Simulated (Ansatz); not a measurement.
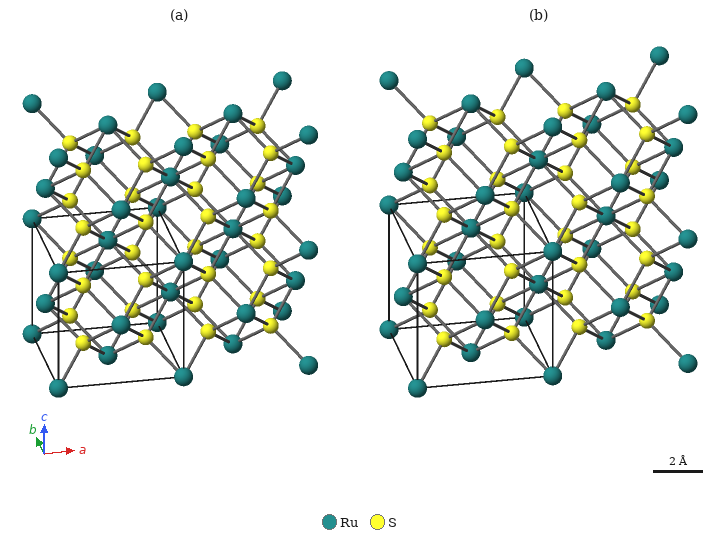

The structure of solid RuS₂ (a generated structure, set up in Fm-3m) before (left) and after (right) a relaxation, at one scale.

A ball-and-stick model of the conventional cell (4 times the calculation's cell), repeated 2 × 1 × 2 with one cell outlined, seen from a free direction. Lengths and directions refer to the drawn axes.

Case: cell and atoms relaxed from a first guess.

All numbers below come from DFT, PBE, PAW with Ansatz's default frozen-core files, scalar-relativistic in Ansatz 0.2.0. Set-up: plane-wave cutoff 420 eV; k-point mesh 11 × 11 × 11; occupations fermi dirac; smearing width 0.03 eV; no spin polarisation; cell and atoms relaxed; force threshold 0.005 eV/Å; at most 80 steps.

Question: What changed between the two?

Answer: No atom moves by more than 0.005 Å relative to the cell. The volume changes by +26.4 %, with a = b = c 5.303 → 5.733 Å (+8.1 %). Among the contacts that change: Ru–S 2.296 → 2.483 Å. The space group stays Fm-3m (No. 225). The energy falls by 520 meV per atom in 5 accepted moves (7 points after the start). All forces vanish by symmetry, so only the cell relaxes. Pressure: 63.06 GPa at the start and 0.01 GPa at the end. The SCF was repeated twice at an unchanged geometry on a basis and grid sized afresh for the cell, which shifted the energy by 2.3 meV per atom at most.
